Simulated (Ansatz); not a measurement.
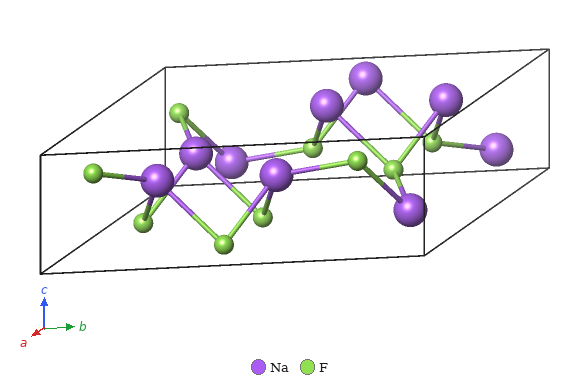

Drawn in the ball-and-stick manner and seen slightly off an axis. The lines enclose the conventional unit cell; boundary atoms appear with their images. Cell: a = 9.84 Å, b = 9.84 Å, c = 3.07 Å, α = 90.00°, β = 90.00°, γ = 120.00°.

The structure was taken from a structure type filled with these elements by a generator (whether the compound takes this form wasn't checked). Earlier steps of the study may have refined or changed the cell and positions. Ansatz was used for an electronic-structure calculation on it.

Notes on the structure:

Chemical formula NaF. The atoms follow space group R3m (No. 160); the Bravais lattice is rhombohedral (trigonal R). Counting shared atoms by their share gives 9 Na, 9 F, or 18 atoms. About every Na there are five F at about 2.2 to 2.4 Å. F is coordinated by five Na at about 2.2 to 2.4 Å. The bonds build a three-dimensional framework.

Theory: DFT PBEsol, scalar-relativistic, plane waves, PAW (Ansatz 0.2.0). Numerical settings: a kinetic-energy cutoff of 420 eV, k-points about 0.18 Å⁻¹ apart, Gaussian smearing of 0.02 eV, no spin polarisation.

What is the band gap, if any?

An insulator at this level, with a gap of 5.39 eV, direct.

What net charge does each kind of atom have (Bader)?

Na +0.88 e; F -0.88 e.

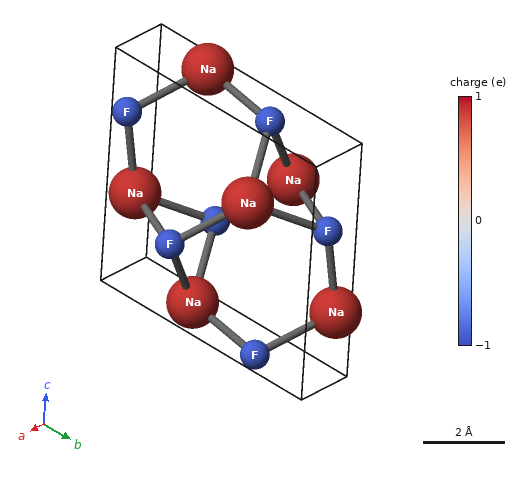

The atoms coloured by those charges. The run's cell of 6 atoms is drawn in a reduced setting, so axes and origin can differ from the first picture.

Is this an equilibrium geometry for the method given?

No. The largest force is 0.03 eV/Å, on F. The pressure is -1.7 GPa, so the cell would contract.
